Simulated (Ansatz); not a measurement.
System: ZnO (slab).

Input

```
crystal:
  lattice:
    - [3.2794753228, 0.0, 0.0]
    - [-1.6397376614, 2.8401089406, 0.0]
    - [0.0, 0.0, 28.872794083]
  atoms:
    - { symbol: O, position: [0.3333333333, 0.6666666667, 0.2597601042] }
    - { symbol: Zn, position: [0.6666666667, 0.3333333333, 0.281925189] }
    - { symbol: O, position: [0.6666666667, 0.3333333333, 0.3514230456] }
    - { symbol: Zn, position: [0.3333333333, 0.6666666667, 0.3735881303] }
    - { symbol: O, position: [0.3333333333, 0.6666666667, 0.4430859869] }
    - { symbol: Zn, position: [0.6666666667, 0.3333333333, 0.4652510717] }
    - { symbol: O, position: [0.6666666667, 0.3333333333, 0.5347489283] }
    - { symbol: Zn, position: [0.3333333333, 0.6666666667, 0.5569140131] }
    - { symbol: O, position: [0.3333333333, 0.6666666667, 0.6264118697] }
    - { symbol: Zn, position: [0.6666666667, 0.3333333333, 0.6485769544] }
    - { symbol: O, position: [0.6666666667, 0.3333333333, 0.718074811] }
    - { symbol: Zn, position: [0.3333333333, 0.6666666667, 0.7402398958] }
basis:
  ecutwfc: 420
kpoints:
  mp_grid: { grid: [9, 9, 1] }
hamiltonian:
  xc: pbe
scf:
  occupations: { method: gaussian, width: 0.05 }
output:
  forces: true
  eigenvalues: true
  write_density: true
  write_potential: true
  elf: true
  volumetric_format: npy
relax:
  adjacent_minimum: "off"
  f_tol: 0.02
  max_steps: 60
efield:
  axis: 3
  dipole_correction: true
  ramp_width: 0.04
```

Command:

```sh
ansatz run input.yaml --threads 1 --pin off --max-ram 2560MiB --backend cpu --events-out ev --progress --plain --runs-dir out
```

The fields are those of the run's last geometry, not of the input's.

Computed with Ansatz, DFT PBE, scalar-relativistic, plane waves, PAW.

Q: Predict the valence pseudo-density and electron localisation function between the atoms.

A: Zn–O (1.89 Å): ρ is about 0.72 e/Å³ halfway; the ELF peaks at about 0.85 in the valence shell of O, 0.6 Å from its nucleus, and is about 0.30 at the midpoint; no shared electron pair shows on this line.

Q: Does the calculation give a band gap?

A: It is gapped, with a Kohn–Sham gap of 1.1 eV on the k-point mesh (the band edges may lie off the mesh, which would make the gap smaller).

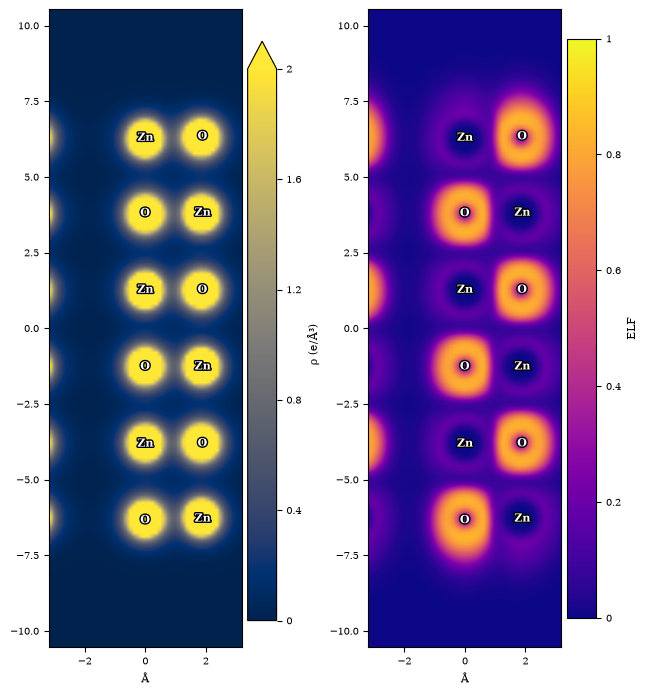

Computed valence pseudo-density and electron localisation function on the (110) plane of the calculation cell, a cut from vacuum to vacuum, in this order. 

In a PAW calculation such maps are meaningful between the atoms, not at the nuclei.
